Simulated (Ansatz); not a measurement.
Structure: a (211) slab cut from SiC (F-43m), unrelaxed, ended by SiC planes, 26 atoms in the cell; a = 3.08 Å, b = 7.55 Å, c = 25.67 Å, α = 90.00°, β = 90.00°, γ = 90.00°.

Level of theory: DFT r2SCAN, scalar-relativistic, plane waves, PAW, no spin polarisation, 9×4×1 k mesh, 500 eV cutoff, Gaussian smearing of 0.05 eV; code Ansatz.

What does the potential across the slab give for the work function?

The work function is 5.10 eV at the right face and 6.11 eV at the left. The vacuum level is 1.01 eV higher at the left than at the right, so the slab carries a dipole along its normal; the ramp in the vacuum, at or near the edge of the plot, is the dipole correction that keeps each side flat. The outermost atoms are 10.7 Å apart, which leaves 15.0 Å of vacuum in a cell 25.7 Å high.

The atoms aren't at rest in this cell (largest force 3.3 eV/Å), so the relaxed material can differ.

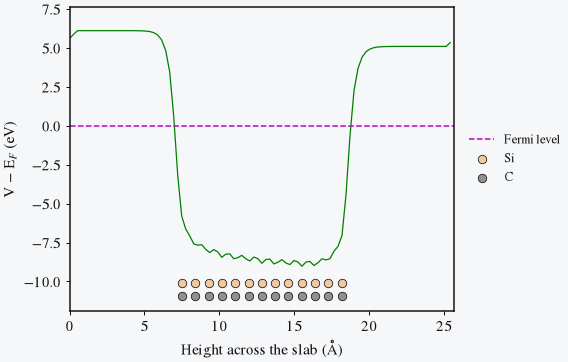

Plane-averaged electrostatic potential energy of an electron across the slab; circles at the bottom mark the heights of the atoms.
